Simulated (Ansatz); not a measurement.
Single-point calculation of Ta2N

- system: Ta2N (P-3m1, 3 atoms in the cell)
- method: DFT PBE, scalar-relativistic, plane waves, PAW, spin-polarised (Ansatz 0.2.0)

The structure derives from a Materials Project entry. It belongs to a series of runs on one base structure; here: structure listed in a database for this formula (P-3m1, No. 164). Figures and captions count atoms from 1; the log counts them from 0 in places.

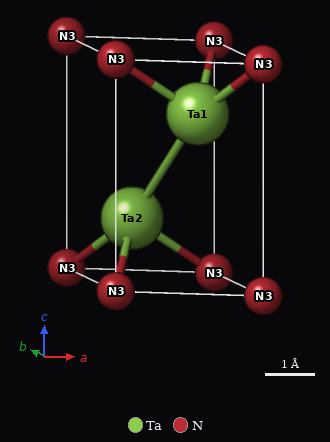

**Figure 1.** The structure as given in the input (ball-and-stick view of the cell of the calculation, seen slightly off an axis; atoms are numbered from 1 in the order of the input).

## Results in brief

| quantity | value |
| --- | --- |
| outcome | converged |
| space group (tolerance 0.01 Å) | P-3m1 (164) |
| electrons treated | 31 |
| free energy | −20250.9067 eV |
| Fermi energy | 19.679 eV |
| gap on the k-point mesh | none (metallic) |
| net moment of the cell | 0.00 μB |
| integrated absolute moment | 0.00 μB |
| pressure | −1.19 GPa |
| largest force (length of the vector) | 0.278 eV/Å |
| hardware | 1 thread of Intel Xeon (Granite Rapids), 32 GiB of memory available, shared host |
| wall time | 2.4 s |
| peak memory | 0.36 GiB |

## Remarks

The program warns: some starting moments were not kept. Spin–orbit coupling is left out, which matters for Ta.

## The input
```yaml
crystal:
  lattice:
    - [3.112861506, 0.0, 0.0]
    - [-1.556430753, 2.6958171426, 0.0]
    - [0.0, 0.0, 4.869841]
  atoms:
    - { symbol: Ta, position: [0.66666667, 0.33333333, 0.745289], spin: 1.0 }
    - { symbol: Ta, position: [0.33333333, 0.66666667, 0.254711], spin: 1.0 }
    - { symbol: "N", position: [0.0, 0.0, 0.0] }
basis:
  ecutwfc: 420
kpoints:
  mp_grid: { grid: [6, 6, 4] }
hamiltonian:
  xc: pbe
scf:
  occupations: { method: gaussian, width: 0.1 }
  lower_state_search: "off"
output:
  forces: true
  stress: true
  eigenvalues: true
  populations: true
magnetization:
  spin_polarized: true
```

Command:
```bash
ansatz run input.yaml --threads 1 --pin off --max-ram 2560MiB --backend cpu --events-out ev --progress --plain --runs-dir out
```

## What the program printed
```
Engine: ansatz 0.2.0, x86_64-unknown-linux-gnu
Pseudopotentials: kind: paw
Pseudopotential: Ta, paw, valence charge 13, recommended cutoff 420 eV (normal), Ta.paw.azcp
Pseudopotential: N, paw, valence charge 5, recommended cutoff 420 eV (normal), N.paw.azcp
Functional definition: PBE
  parameter kappa = 0.804
  parameter beta = 0.06672455060314922
  exchange = pbe_x(kappa = kappa, mu = beta*pi^2/3)
  correlation = pbe_c(beta = beta)
Crystal: 3 atoms, lattice volume = 40.866 Å³
Basis set: ecut = 420 eV, 797 PW (Γ), exchange–correlation on 48×48×72 points (8 copies of the dense FFT grid, shifted against one another)
Bands: 21, of which v1, the nominal top of the filled ones, is band 16 counted from 1 (15 counted from 0)
Symmetry: 12 space group operations
Space group: P-3m1 (ITA 164), of the structure as read, at distance tolerance 3.4e-5 Å
Magnetic group: BNS 164.85 (UNI 1315), of the structure as read, at distance tolerance 3.4e-5 Å
k-points: 24 of 144
Non-local potential: Ta, projectors of the file, l = 0: 3, l = 1: 2, l = 2: 2, l = 3: 1
Non-local potential: N, projectors of the file, l = 0: 2, l = 1: 2, l = 2: 1
PAW form: soft (Blöchl's): semilocal exchange-correlation on the pseudo side does not see the compensation charge
PAW one-centre angular grid: Ta, 590 points (default); XC on 64 Gauss nodes
PAW one-centre angular grid: N, 110 points (default); XC on 64 Gauss nodes
Initial density: superposition of atomic densities (chi_scale 0.1, normalization cell, long waves kept (reshape's long-wave potential 0.06 eV rms))
Starting moments: Σ|m| = 2 μB on 2 of 3 sites
Initial wavefunctions: pseudopotential atomic-orbital guess
Functional: x = pbe(κ = 0.804, μ = 0.2195149727645171), c = pbe(β = 0.06672455060314922)
SCF iter   1: F=—  HF=-20251.457483 eV  |F-HF|=—  |Δ(HF+E_count)|=         —  Δρ=5.15e-2 (↑5.15e-2 ↓4.58e-2)  dr2=3.40e0  dr2_m=5.99e-1  M=0.294 μB ∫|m|=0.352 μB  β_m=0.30  ethr=3.10e-3  ⟨swp⟩=5.3  Hψ=4318  notcnv=0
preconditioner: auto → Kerker (q_TF=auto, 2.605 Å⁻¹)  [metal: Δε(μ)=0.024 eV  Ē_g=8.578 eV  σ=0.100 eV  W_gap=0.13  n_scr=10 (ndim 8)  ℏωp=22.5 eV  f_vac=0.000  D(μ)=1.80/eV (n_scr^D=22)]
spin=Collinear: Kerker preconditioning applied to the charge; magnetization (m = ρ↑ − ρ↓) channel mixes plain (no charge-response kernel on spin).
SCF iter   2: F=—  HF=-20251.280701 eV  |F-HF|=—  |Δ(HF+E_count)|=   1.77e-1  Δρ=3.81e-2 (↑3.81e-2 ↓3.36e-2)  dr2=2.08e0  dr2_m=3.17e-1  M=0.213 μB ∫|m|=0.267 μB  β_m=0.30  ethr=3.10e-3  ⟨swp⟩=1.9  Hψ=1503  notcnv=0  defer=26
SCF iter   3: F=—  HF=-20250.872346 eV  |F-HF|=—  |Δ(HF+E_count)|=   4.08e-1  Δρ=2.27e-2 (↑2.27e-2 ↓2.24e-2)  dr2=1.11e-1  dr2_m=1.68e-1  M=0.148 μB ∫|m|=0.191 μB  β_m=0.30  ethr=3.10e-3  ⟨swp⟩=3.1  Hψ=1813  notcnv=0  defer=26
SCF iter   4: F=—  HF=-20250.869173 eV  |F-HF|=—  |Δ(HF+E_count)|=   3.17e-3  Δρ=1.63e-2 (↑1.52e-2 ↓1.63e-2)  dr2=8.84e-3  dr2_m=9.01e-2  M=0.101 μB ∫|m|=0.140 μB  β_m=0.30  ethr=3.57e-4  ⟨swp⟩=2.1  Hψ=1908  notcnv=0  defer=46
SCF iter   5: F=—  HF=-20250.885397 eV  |F-HF|=—  |Δ(HF+E_count)|=   1.62e-2  Δρ=1.18e-2 (↑1.11e-2 ↓1.18e-2)  dr2=4.25e-3  dr2_m=4.76e-2  M=0.077 μB ∫|m|=0.110 μB  β_m=0.30  ethr=2.85e-5  ⟨swp⟩=1.4  Hψ=1058  notcnv=0  defer=46
SCF iter   6: F=—  HF=-20250.894731 eV  |F-HF|=—  |Δ(HF+E_count)|=   9.33e-3  Δρ=8.36e-3 (↑8.36e-3 ↓8.02e-3)  dr2=2.05e-4  dr2_m=2.51e-2  M=0.062 μB ∫|m|=0.088 μB  β_m=0.30  ethr=1.37e-5  ⟨swp⟩=2.0  Hψ=1672  notcnv=0  defer=46
SCF iter   7: F=—  HF=-20250.899944 eV  |F-HF|=—  |Δ(HF+E_count)|=   5.21e-3  Δρ=6.05e-3 (↑6.05e-3 ↓5.87e-3)  dr2=7.56e-5  dr2_m=1.33e-2  M=0.049 μB ∫|m|=0.070 μB  β_m=0.30  ethr=6.61e-7  ⟨swp⟩=2.3  Hψ=1538  notcnv=0  defer=46
Mixer restart at iter 7: flushing history
spin-set hold released at iteration 7 (site moments contracting): the magnetisation degrees of freedom join the quasi-Newton model from the next iteration; the mixer history was flushed
SCF iter   8: F=—  HF=-20250.902845 eV  |F-HF|=—  |Δ(HF+E_count)|=   2.90e-3  Δρ=4.41e-3 (↑4.41e-3 ↓4.31e-3)  dr2=4.42e-5  dr2_m=7.12e-3  M=0.039 μB ∫|m|=0.056 μB  β_m=0.65  ethr=2.44e-7  ⟨swp⟩=2.0  Hψ=1342  notcnv=0  defer=46
SCF iter   9: F=—  HF=-20250.906619 eV  |F-HF|=—  |Δ(HF+E_count)|=   3.77e-3  Δρ=3.47e-4 (↑3.47e-4 ↓3.17e-4)  dr2=2.86e-6  dr2_m=4.07e-5  M=0.005 μB ∫|m|=0.009 μB  β_m=0.82  ethr=1.42e-7  ⟨swp⟩=3.0  Hψ=1891  notcnv=0  defer=46
SCF iter  10: F=—  HF=-20250.906674 eV  |F-HF|=—  |Δ(HF+E_count)|=   5.51e-5  Δρ=1.34e-4 (↑1.06e-4 ↓1.34e-4)  dr2=7.92e-7  dr2_m=5.32e-6  M=0.001 μB ∫|m|=0.003 μB  β_m=0.91  ethr=9.24e-9  ⟨swp⟩=2.5  Hψ=1801  notcnv=0  defer=46
SCF iter  11: F=—  HF=-20250.906682 eV  |F-HF|=—  |Δ(HF+E_count)|=   7.56e-6  Δρ=3.99e-5 (↑3.99e-5 ↓1.66e-5)  dr2=1.24e-6  dr2_m=6.40e-8  M=-0.000 μB ∫|m|=0.000 μB  β_m=0.79  ethr=2.55e-9  ⟨swp⟩=2.5  Hψ=1821  notcnv=0  defer=46
iter 12 did not close the SCF: its close was put off for a magnetic moment that had not settled (scf_convergence_deferred on its scf_iter line)
SCF iter  12: F=-20250.906682 eV  HF=-20250.906682 eV  |F-HF|=5.83e-9  |Δ(HF+E_count)|=   2.33e-7  Δρ=9.40e-6 (↑6.10e-6 ↓9.40e-6)  dr2=1.48e-8  dr2_m=2.05e-8  M=-0.000 μB ∫|m|=0.000 μB  β_m=0.89  ethr=3.23e-10  ⟨swp⟩=7.7  Hψ=4166  notcnv=0
iter 13 did not close the SCF: its close was put off for a magnetic moment that had not settled (scf_convergence_deferred on its scf_iter line)
SCF iter  13: F=-20250.906682 eV  HF=-20250.906682 eV  |F-HF|=9.09e-11  |Δ(HF+E_count)|=   2.00e-8  Δρ=9.54e-7 (↑8.11e-7 ↓9.54e-7)  dr2=3.41e-10  dr2_m=2.56e-10  M=-0.000 μB ∫|m|=0.000 μB  β_m=0.95  ethr=4.76e-11  ⟨swp⟩=1.7  Hψ=2943  notcnv=0
SCF iter  14: F=-20250.906682 eV  HF=-20250.906682 eV  |F-HF|=1.46e-11  |Δ(HF+E_count)|=  3.31e-10  Δρ=1.18e-7 (↑1.18e-7 ↓1.11e-7)  dr2=3.24e-11  dr2_m=1.55e-12  M=-0.000 μB ∫|m|=0.000 μB  ethr=1.10e-12  ⟨swp⟩=1.0  Hψ=2653  notcnv=0
WARN: the starting moments were not kept: the SCF closed with an absolute magnetisation of 1.7e-6 μB, where they sum to 2 μB in size (2 sites). That is at most 0.1 of that sum. Measured as dr2_m measures the in/out step, that magnetisation stands 2.9e-13 eV from none, at or under the dr2_threshold of 1.0e-7 eV: it is no larger than a step whose dr2_m would equal this threshold. The system may hold no moment; this SCF shows only that its start led to no more than that. To try another start: raise the starting moments (crystal.atoms[].spin, magnetization.per_species, magnetization.initial_magnetization, or on a non-collinear deck that types none of these the spinor_matrix: blocks that start its atoms; where the total moment is fixed, keep their sum and leave initial_magnetization as it is; typed ones take the place of any that the run laid by itself, positive ones on a crystal's lanthanoids without a Hubbard term where scf.initial_density.shell_occupations: [] is typed) or, if the notice of its spin-set hold's release reads "site moments contracting" or "site moments show no strong build", lengthen the hold (scf.mixing.spin_hold: { on: { confirm: 4 } }; for m-r²SCAN on two components see the key's manual first). Each may lead to a state that holds a moment. A second SCF, from the converged charge density, with the starting moments and any scf.initial_density.shell_occupations laid on it anew, would have followed, and was not run: the deck does not ask for one (magnetization.retry_lost_moments is false, the default). To let it run, set magnetization.retry_lost_moments: true and run the deck again, where that key's refused combinations let it; where memory then withholds it, that run's warning says so.
SCF 1 converged in 14 iterations: F = -20250.906682 eV  dr2 = 3.24e-11
  greatest PAW one-centre occupation: 0.999 electrons in one spin orbital (limit 2), on the Ta atom at site 1 (counted from 0), in its partial waves of l = 0
```

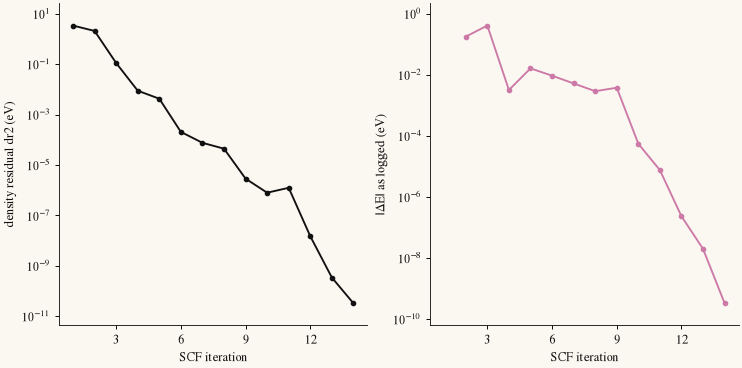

**Figure 2.** Convergence of the self-consistent field: density residual dr2 and size of the energy change against the SCF iteration. The residual falls almost steadily, with no more than small rises.

```
SCF converged after 14 iterations
Magnetization: -0.0000 μB (15.5000 up, 15.5000 down)
Absolute magnetization: 0.0000 μB (∫|ρ↑−ρ↓|, with the PAW one-centre terms)
Spin contamination: 0.0000 ħ² per cell (⟨S²⟩ above its minimum at these occupations)
Per-site moments (μB) at R_I (Å): [(-2.354523162198763e-7, 0.9007781886800433), (-2.3545231637473144e-7, 0.9007781886800433), (-1.5715609602308394e-8, 0.9007781886800433)]
Free energy (F): -20250.906682 eV
Harris-Foulkes:  -20250.906682 eV  (|F-HF|=1.46e-11)
Internal energy: -20250.900482 eV  (E = F + TS)
E sigma→0 (E₀):  -20250.903582 eV
Entropy (-TS):   -0.006199 eV (-2.066 meV/atom)
Fermi energy:    19.678742 eV
--- Per-component energies (eV) ---
  E_band       = -180.403945
  E_kinetic    = 863.920909
  E_local      = -1249.469903  (includes V_loc(G=0)·N_el)
  E_nonlocal   = 73.437719
  E_hartree    = 431.419634
  E_xc         = -497.993905
  E_vxc        = -485.856272  (∫ρ·V_xc dr)
  E_paw        = -16920.520856  (= ΣΔE_a)
  E_vpaw       = -245.276136  (= ΣTr[D̂ρ^β])
  E_aug_tail   = 0.000404  (compensation charges beyond the density's cutoff)
  E_ewald      = -2951.694484
  E_smearing   = -0.006199  (= −TS)
  E_closure    = 0.000000  (closes the sum)
  Σ components = -20250.906682   (vs F -20250.906682, Δ=0.00e0)
--- Forces (eV/Å), atoms counted from 1 ---
  atom   1  Ta    -0.00000000    -0.00000000     0.27820998
  atom   2  Ta    -0.00000000     0.00000000    -0.27820998
  atom   3  N      0.00000000     0.00000000     0.00000000
  max |Σ_I F_I| component: 7.40e-17 eV/Å
--- Stress (GPa, compression-positive) ---
       -1.398189       0.000000       0.000000
        0.000000      -1.398189      -0.000000
        0.000000      -0.000000      -0.787075
  P = ⅓ Tr σ = -1.1945 GPa (-11.945 kbar)
--- Band table (eV; the first three rows and the last of 48) ---
  k-point 0 ↑: bands = ["-49.0111", "-48.9343", "-16.0492", "-15.3294", "-15.3294", "-15.2046", "-15.2046", "-15.0908", "2.1733", "11.2058", "13.5517", "13.5517", "14.6212", "18.9454", "19.3678", "19.3678", "19.8533", "19.8773", "19.8773", "20.7491", "20.7491"]
  k-point 1 ↑: bands = ["-49.0000", "-48.9455", "-15.9183", "-15.3119", "-15.3119", "-15.2399", "-15.2223", "-15.2223", "2.2819", "10.8698", "13.4608", "13.4608", "15.3640", "18.0851", "18.8375", "18.8375", "20.5188", "20.5188", "20.7404", "21.6102", "21.6102"]
  k-point 2 ↑: bands = ["-48.9757", "-48.9700", "-15.6205", "-15.5558", "-15.2780", "-15.2780", "-15.2563", "-15.2563", "2.3939", "10.5792", "13.3765", "13.3765", "16.7380", "16.9371", "18.4846", "18.4846", "21.3512", "21.4779", "21.8840", "21.8840", "22.2215"]
  k-point 23 ↓: bands = ["-48.9329", "-48.9329", "-15.8461", "-15.8461", "-15.7246", "-15.6748", "-15.2548", "-15.2548", "3.0929", "11.9500", "11.9500", "13.2209", "17.1475", "17.6703", "17.6703", "20.2266", "20.3508", "20.3508", "23.5650", "23.5650", "25.0520"]
--- Löwdin populations: 3 sites ---
  site symbol       q [e]    m [muB]
     0     Ta     12.5602    -0.0000
     1     Ta     12.5602    -0.0000
     2      N      5.6694     0.0000
  spilling = 0.006781 (of n_electrons = 31.000000)
```

## File populations.tsv
```
# site	symbol	l	j	q_up	q_dn
# orbitals = lowdin
# n_electrons = 31.000000
# spilling = 0.006781
0	Ta	0_5S	-	0.978264	0.978264
0	Ta	0_6S	-	0.353780	0.353780
0	Ta	1_5P	-	2.993569	2.993569
0	Ta	2_5D	-	1.954494	1.954494
1	Ta	0_5S	-	0.978264	0.978264
1	Ta	0_6S	-	0.353780	0.353780
1	Ta	1_5P	-	2.993569	2.993569
1	Ta	2_5D	-	1.954494	1.954494
2	N	0_2S	-	0.751921	0.751921
2	N	1_2P	-	2.082758	2.082758
```

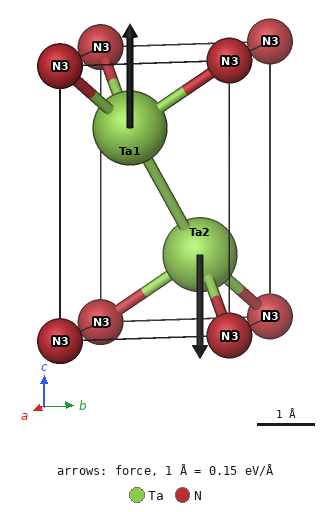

**Figure 3.** Forces on the atoms as black arrows (ball-and-stick view of the cell of the calculation, seen slightly off an axis; atoms are numbered from 1 in the order of the input). The largest act on Ta1, Ta2 (0.28 eV/Å). The geometry is not a stationary point of this energy.
